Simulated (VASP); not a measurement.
**Geometry relaxation, with input and output: Ru (part 3 of 4)**

The same run, continued: Ru (slab, 6 atoms in the cell); Kohn-Sham DFT of a periodic cell, PBEsol, VASP PAW PBE potentials, recommended, no spin polarisation (VASP 6.6.1); cutoff 520 eV, 11×11×1 k-mesh, Gaussian smearing of 0.05 eV. The structure derives from an entry of the Crystallography Open Database. It belongs to a series of runs on one base structure; here: the (0 0 1) slab of Ru, cut from the database cell, not relaxed.

Geometry of the input (Å; fractional positions):
```
2.7058  -0.0000  0.0000
-1.3529  2.3433  0.0000
0.0000  0.0000  25.7048
Ru 0.6667  0.3333  0.2918
Ru 0.3333  0.6667  0.3751
Ru 0.6667  0.3333  0.4584
Ru 0.3333  0.6667  0.5416
Ru 0.6667  0.3333  0.6249
Ru 0.3333  0.6667  0.7082
```

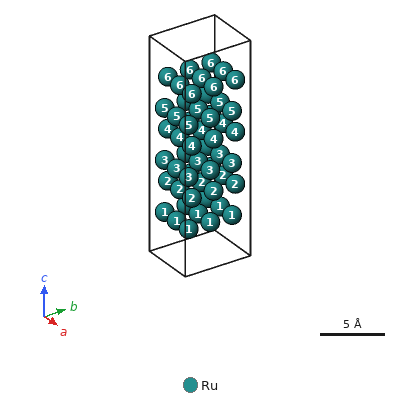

Figure 1. The starting structure (spheres-only view of the 3 × 3 repeat of the cell, with the vacuum cut short, seen slightly off an axis; atoms are numbered from 1 in the order of the input).

Parts of OUTCAR, continued
```
 -----------------------------------------------------------------------------------
      1.35290      0.78110      7.50000         0.000000     -0.000000      1.131769
     -0.00000      1.56219      9.64095        -0.000000     -0.000000     -0.735792
      1.35290      0.78110     11.78190        -0.000000     -0.000000     -0.229391
     -0.00000      1.56219     13.93702         0.000000     -0.000000      0.255527
      1.35290      0.78110     16.10257         0.000000      0.000000     -0.153840
     -0.00000      1.56219     18.15017         0.000000     -0.000000     -0.268272
 -----------------------------------------------------------------------------------
    total drift:                               -0.000000      0.000000     -0.002408

  FREE ENERGIE OF THE ION-ELECTRON SYSTEM (eV)
  ---------------------------------------------------
  free  energy   TOTEN  =       -58.5327017650 eV

  energy  without entropy=      -58.5245919314  energy(sigma->0) =      -58.52864685

--------------------------------------- Ionic step        3  -------------------------------------------

 number of electron      84.0000022 magnetization

------------------------ aborting loop because EDIFF is reached ----------------------------------------

  FORCE on cell =-STRESS in cart. coord.  units (eV):
  Direction    XX          YY          ZZ          XY          YZ          ZX
  --------------------------------------------------------------------------------------
  -------------------------------------------------------------------------------------
  Total       -6.3796925     -6.3796925     -4.9773173      0.0000000      0.0000000      0.0000000
  in kB      -62.7155362    -62.7155362    -48.9294934      0.0000000      0.0000000      0.0000000
  external PRESSURE =     -58.1201886 kB  Pullay stress =       0.0000000 kB

 VOLUME and BASIS-vectors are now :
 -----------------------------------------------------------------------------
  energy-cutoff  :      520.00
  volume of cell :      162.98
      direct lattice vectors                 reciprocal lattice vectors
     2.705799334  0.000000000  0.000000000     0.369576556  0.213375124  0.000000000
    -1.352899667  2.343290961  0.000000000     0.000000000  0.426750249  0.000000000
     0.000000000  0.000000000 25.704750000     0.000000000  0.000000000  0.038903316

 POSITION                                       TOTAL-FORCE (eV/Angst)
 -----------------------------------------------------------------------------------
      1.35290      0.78110      7.50000         0.000000     -0.000000      1.130532
     -0.00000      1.56219      9.64095        -0.000000     -0.000000     -0.727855
      1.35290      0.78110     11.78190        -0.000000     -0.000000     -0.220445
     -0.00000      1.56219     13.93865         0.000000      0.000000      0.249068
      1.35290      0.78110     16.10701         0.000000     -0.000000     -0.292012
     -0.00000      1.56219     18.14392        -0.000000      0.000000     -0.139288
 -----------------------------------------------------------------------------------
    total drift:                               -0.000000     -0.000000      0.000741

  FREE ENERGIE OF THE ION-ELECTRON SYSTEM (eV)
  ---------------------------------------------------
  free  energy   TOTEN  =       -58.5334058652 eV

  energy  without entropy=      -58.5254448014  energy(sigma->0) =      -58.52942533

[... ionic steps 4 to 9 ...]

--------------------------------------- Ionic step       10  -------------------------------------------

 number of electron      84.0000024 magnetization

------------------------ aborting loop because EDIFF is reached ----------------------------------------

  FORCE on cell =-STRESS in cart. coord.  units (eV):
  Direction    XX          YY          ZZ          XY          YZ          ZX
  --------------------------------------------------------------------------------------
  -------------------------------------------------------------------------------------
  Total       -5.9480312     -5.9480312     -3.3104646      0.0000000     -0.0000000      0.0000000
  in kB      -58.4720923    -58.4720923    -32.5435066      0.0000000     -0.0000000      0.0000000
  external PRESSURE =     -49.8292304 kB  Pullay stress =       0.0000000 kB

 VOLUME and BASIS-vectors are now :
 -----------------------------------------------------------------------------
  energy-cutoff  :      520.00
  volume of cell :      162.98
      direct lattice vectors                 reciprocal lattice vectors
     2.705799334  0.000000000  0.000000000     0.369576556  0.213375124  0.000000000
    -1.352899667  2.343290961  0.000000000     0.000000000  0.426750249  0.000000000
     0.000000000  0.000000000 25.704750000     0.000000000  0.000000000  0.038903316

 POSITION                                       TOTAL-FORCE (eV/Angst)
 -----------------------------------------------------------------------------------
      1.35290      0.78110      7.50000         0.000000      0.000000      1.138005
     -0.00000      1.56219      9.64095         0.000000      0.000000     -0.775076
      1.35290      0.78110     11.78190         0.000000     -0.000000     -0.365795
     -0.00000      1.56219     13.92655         0.000000     -0.000000     -0.003758
      1.35290      0.78110     16.04806        -0.000000     -0.000000      0.027301
     -0.00000      1.56219     18.08148        -0.000000      0.000000     -0.020677
 -----------------------------------------------------------------------------------
    total drift:                               -0.000000      0.000000     -0.000967

  FREE ENERGIE OF THE ION-ELECTRON SYSTEM (eV)
  ---------------------------------------------------
  free  energy   TOTEN  =       -58.5450609251 eV

  energy  without entropy=      -58.5379401301  energy(sigma->0) =      -58.54150053

--------------------------------------- Ionic step       11  -------------------------------------------

 number of electron      84.0000025 magnetization

------------------------ aborting loop because EDIFF is reached ----------------------------------------

 vacuum level on the upper side and lower side of the slab       (xc-potential included)        -0.067         0.016

  FORCE on cell =-STRESS in cart. coord.  units (eV):
  Direction    XX          YY          ZZ          XY          YZ          ZX
  --------------------------------------------------------------------------------------
  -------------------------------------------------------------------------------------
  Total       -5.9149681     -5.9149681     -3.2134405      0.0000000      0.0000000      0.0000000
  in kB      -58.1470659    -58.1470659    -31.5897111      0.0000000      0.0000000      0.0000000
  external PRESSURE =     -49.2946143 kB  Pullay stress =       0.0000000 kB

 VOLUME and BASIS-vectors are now :
 -----------------------------------------------------------------------------
  energy-cutoff  :      520.00
  volume of cell :      162.98
      direct lattice vectors                 reciprocal lattice vectors
     2.705799334  0.000000000  0.000000000     0.369576556  0.213375124  0.000000000
    -1.352899667  2.343290961  0.000000000     0.000000000  0.426750249  0.000000000
     0.000000000  0.000000000 25.704750000     0.000000000  0.000000000  0.038903316

 POSITION                                       TOTAL-FORCE (eV/Angst)
 -----------------------------------------------------------------------------------
      1.35290      0.78110      7.50000         0.000000      0.000000      1.136092
     -0.00000      1.56219      9.64095         0.000000     -0.000000     -0.772189
      1.35290      0.78110     11.78190        -0.000000      0.000000     -0.370306
     -0.00000      1.56219     13.92569         0.000000      0.000000      0.023105
      1.35290      0.78110     16.05085        -0.000000      0.000000     -0.067965
     -0.00000      1.56219     18.07841        -0.000000      0.000000      0.051264
 -----------------------------------------------------------------------------------
    total drift:                               -0.000000      0.000000      0.001154

  FREE ENERGIE OF THE ION-ELECTRON SYSTEM (eV)
  ---------------------------------------------------
  free  energy   TOTEN  =       -58.5449510035 eV

  energy  without entropy=      -58.5378165237  energy(sigma->0) =      -58.54138376

 dipolmoment           0.000000      0.000000      0.000296 electrons x Angstroem

--------------------------------------- Ionic step       12  -------------------------------------------

 number of electron      84.0000024 magnetization

 dipolmoment           0.000000      0.000000     -0.002728 electrons x Angstroem

 Free energy of the ion-electron system (eV)
  ---------------------------------------------------
  ext. energy  EPLUGINS =         0.00000000
  ---------------------------------------------------
  free energy    TOTEN  =       -58.54508120 eV

  energy without entropy =      -58.53795921  energy(sigma->0) =      -58.54152020

 E-fermi :   3.8013     XC(G=0):  -7.8956     alpha+bet :-10.0066

 val. band max:        3.7844426067   @ k =   0.1818   0.1818   0.0000
 cond. band min:       3.8402063150   @ k =   0.1818   0.0909   0.0000
 fundamental gap:      0.0557637083
 Fermi energy:         3.8013254372

 k-point     1 :       0.0000    0.0000    0.0000
  band No.  band energies     occupation
      1     -39.8564      2.00000
      2     -39.6639      2.00000
      3     -39.3040      2.00000
      4     -39.0400      2.00000
      5     -39.0400      2.00000
      6     -38.9457      2.00000
      7     -38.9180      2.00000
      8     -38.9180      2.00000
      9     -38.7835      2.00000
     10     -38.7835      2.00000
     11     -38.7594      2.00000
     12     -38.7009      2.00000
     13     -38.7009      2.00000
     14     -38.6730      2.00000
     15     -38.5344      2.00000
     16     -38.5344      2.00000
     17     -38.4618      2.00000
     18     -38.4618      2.00000
     19      -4.0593      2.00000
     20      -3.3711      2.00000
     21      -2.5185      2.00000
     22      -2.3997      2.00000
     23      -2.1066      2.00000
     24      -1.8781      2.00000
     25       0.8154      2.00000
     26       0.8154      2.00000
     27       0.9900      2.00000
     28       0.9900      2.00000
     29       1.0709      2.00000
     30       1.0915      2.00000
     31       1.0915      2.00000
     32       1.1405      2.00000
     33       1.3749      2.00000
     34       1.3749      2.00000
     35       1.4040      2.00000
     36       1.7033      2.00000
     37       1.7033      2.00000
     38       1.7732      2.00000
     39       1.8706      2.00000
     40       1.8706      2.00000
     41       2.6986      2.00000
     42       2.6986      2.00000
     43       2.9964      2.00000
     44       3.3229      2.00000
     45       3.3229      2.00000
     46       4.0925      0.00000
     47       4.0925      0.00000
     48       4.3875      0.00000
     49       4.6900      0.00000
     50       4.6900      0.00000

 k-point     2 :       0.0909   -0.0000    0.0000
  band No.  band energies     occupation
      1     -39.8334      2.00000
      2     -39.6479      2.00000
      3     -39.3166      2.00000
      4     -39.1094      2.00000
      5     -39.0564      2.00000
      6     -38.9959      2.00000
      7     -38.9343      2.00000
      8     -38.9279      2.00000
      9     -38.8149      2.00000
     10     -38.7991      2.00000
     11     -38.7980      2.00000
     12     -38.7220      2.00000
     13     -38.7113      2.00000
     14     -38.6862      2.00000
     15     -38.5853      2.00000
     16     -38.5474      2.00000
     17     -38.5175      2.00000
     18     -38.4753      2.00000
     19      -3.7615      2.00000
     20      -3.0882      2.00000
     21      -2.2557      2.00000
     22      -2.1507      2.00000
     23      -1.8432      2.00000
     24      -1.5942      2.00000
     25       0.5141      2.00000
     26       0.6048      2.00000
     27       0.7065      2.00000
     28       0.8541      2.00000
     29       1.0242      2.00000
     30       1.1129      2.00000
     31       1.1640      2.00000
     32       1.1829      2.00000
     33       1.3125      2.00000
     34       1.3606      2.00000
     35       1.5468      2.00000
     36       1.6336      2.00000
     37       1.7858      2.00000
     38       1.8909      2.00000
     39       1.8966      2.00000
     40       2.0681      2.00000
     41       2.4714      2.00000
     42       2.6265      2.00000
     43       2.7257      2.00000
     44       3.1760      2.00000
     45       3.2568      2.00000
     46       3.5404      2.00000
     47       3.7387      1.92329
     48       4.0324      0.00000
     49       4.3588      0.00000
     50       4.6729      0.00000

 k-point     3 :       0.1818    0.0000    0.0000
  band No.  band energies     occupation
      1     -39.7721      2.00000
      2     -39.6079      2.00000
      3     -39.3928      2.00000
      4     -39.2541      2.00000
      5     -39.1226      2.00000
      6     -39.1001      2.00000
      7     -39.0304      2.00000
      8     -38.9775      2.00000
      9     -38.9167      2.00000
     10     -38.8399      2.00000
     11     -38.8345      2.00000
     12     -38.7916      2.00000
     13     -38.7402      2.00000
     14     -38.7285      2.00000
     15     -38.6881      2.00000
     16     -38.6467      2.00000
     17     -38.5821      2.00000
     18     -38.5113      2.00000
     19      -2.9845      2.00000
     20      -2.4076      2.00000
     21      -1.7090      2.00000
     22      -1.5914      2.00000
     23      -1.2908      2.00000
     24      -0.9525      2.00000
     25      -0.1288      2.00000
     26       0.0951      2.00000
     27       0.2509      2.00000
     28       0.3637      2.00000
     29       0.5683      2.00000
     30       0.9423      2.00000
     31       1.0899      2.00000
     32       1.2351      2.00000
     33       1.4752      2.00000
     34       1.5386      2.00000
     35       1.7360      2.00000
     36       1.8022      2.00000
     37       1.9369      2.00000
     38       1.9861      2.00000
     39       2.0233      2.00000
     40       2.3609      2.00000
     41       2.3835      2.00000
     42       2.5962      2.00000
     43       2.6916      2.00000
     44       2.9110      2.00000
     45       3.2523      2.00000
     46       3.2979      2.00000
     47       3.8894      0.01276
     48       3.9480      0.00003
     49       4.6319      0.00000
     50       4.9160      0.00000
```
